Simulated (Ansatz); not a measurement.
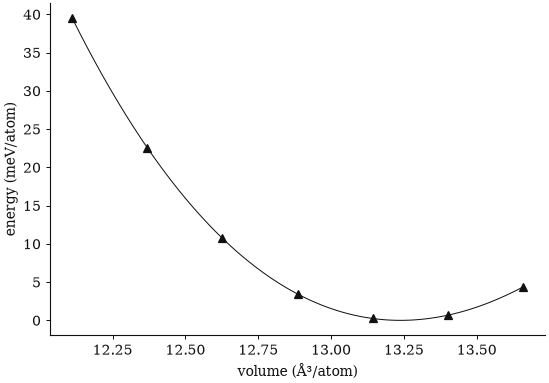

Plotted: energy against volume for Cu₂O, space group Pn-3m (No. 224).

Structure:
```
Cu O
1.0
     4.26000    0.00000    0.00000
     0.00000    4.26000    0.00000
     0.00000    0.00000    4.26000
Cu O
4 2
Direct
  0.75000 0.25000 0.75000
  0.75000 0.75000 0.25000
  0.25000 0.75000 0.75000
  0.25000 0.25000 0.25000
  0.50000 0.50000 0.50000
  0.00000 0.00000 0.00000
```

Computed with Ansatz 0.2.0: plane-wave DFT, no spin polarisation; energies at scaled volumes of the given cell, shape and fractions fixed, counted from the fit's minimum, third-order Birch-Murnaghan fit. Level: PBE.

```csv
setting,value
k mesh,6×6×6
occupations,Fermi–Dirac
smearing width,0.05 eV
potentials,Ansatz PAW small core
wave cutoff,420 eV
density cutoff,1680 eV
```

From this curve and the settings, what does the calculation give for the pressure at the same points?

The pressure falls from 12.26 GPa at volume 12.11 Å³/atom to −3.25 GPa at 13.66 Å³/atom, and changes sign near 13.24 Å³/atom.

```csv
volume (Å³/atom),pressure (GPa)
12.11,12.26
12.37,8.91
12.63,5.90
12.88,3.22
13.14,0.82
13.40,-1.33
13.66,-3.25
```
